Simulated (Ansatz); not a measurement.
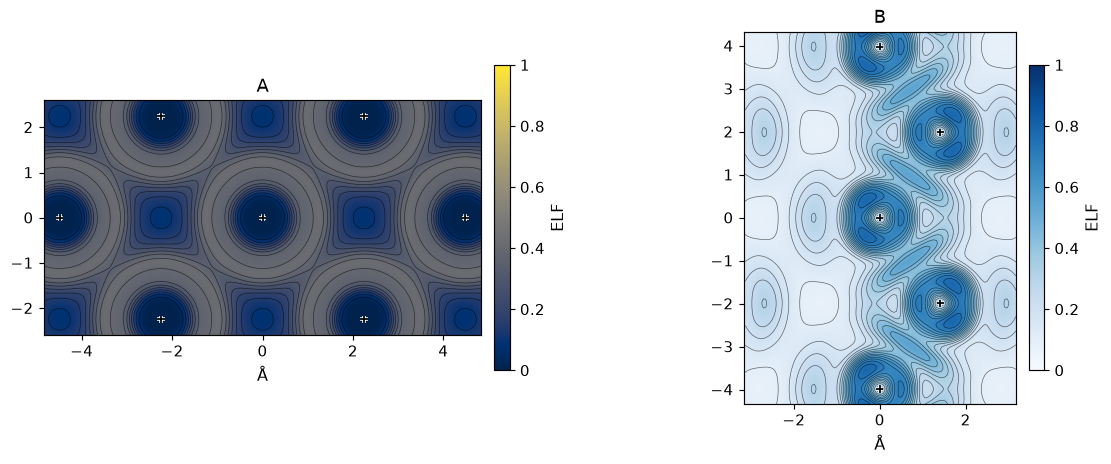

The electron localisation function of 2 systems, each on a plane through atoms (crosses mark nuclei in the plane).

Computed with DFT, LDA (PW92), plane waves (420 eV) with PAW, scalar-relativistic in Ansatz 0.2.0.

System 1: Re, the (011) plane of the conventional cell. Space group Fd-3m; set up as Re, diamond; a generated structure, not necessarily the stable one; changed on purpose from its base cell (volume × 1.04); computed pressure about −7 GPa in this cell; computed without spin polarisation.

```cif
data_structure
_symmetry_space_group_name_H-M 'P 1'
_symmetry_Int_Tables_number 1
_cell_length_a 5.6349
_cell_length_b 5.6349
_cell_length_c 5.6349
_cell_angle_alpha 90.000
_cell_angle_beta 90.000
_cell_angle_gamma 90.000
_cell_volume 178.92
loop_
_atom_site_label
_atom_site_type_symbol
_atom_site_fract_x
_atom_site_fract_y
_atom_site_fract_z
_atom_site_occupancy
Re1 Re 0.75000 0.25000 0.25000 1
Re2 Re 0.25000 0.75000 0.25000 1
Re3 Re 0.25000 0.25000 0.75000 1
Re4 Re 0.75000 0.75000 0.75000 1
Re5 Re 0.50000 0.00000 0.00000 1
Re6 Re 0.00000 0.50000 0.00000 1
Re7 Re 0.00000 0.00000 0.50000 1
Re8 Re 0.50000 0.50000 0.50000 1
```

System 2: Sb, the (100) plane of the conventional cell. Space group Fm-3m; set up as Sb, fcc; a generated structure, not necessarily the stable one; changed on purpose from its base cell (volume × 0.88); computed pressure about 12 GPa in this cell; computed without spin polarisation.

```yaml
crystal:
  lattice:
    - [4.48962, 0.00000, 0.00000]
    - [0.00000, 4.48962, 0.00000]
    - [0.00000, 0.00000, 4.48962]
  atoms:
    - { symbol: Sb, position: [0.00000, 0.00000, 0.00000] }
    - { symbol: Sb, position: [0.50000, 0.50000, 0.00000] }
    - { symbol: Sb, position: [0.50000, 0.00000, 0.50000] }
    - { symbol: Sb, position: [0.00000, 0.50000, 0.50000] }
```

Question: Match each panel to its system.

Answer: Panel A is system 2, Sb: the plane holds Sb. Sb–Sb (3.17 Å): the ELF is about 0.35 at the midpoint. Panel B is system 1, Re: the plane holds Re. Re–Re (2.44 Å): the ELF reaches about 0.55 near the midpoint.
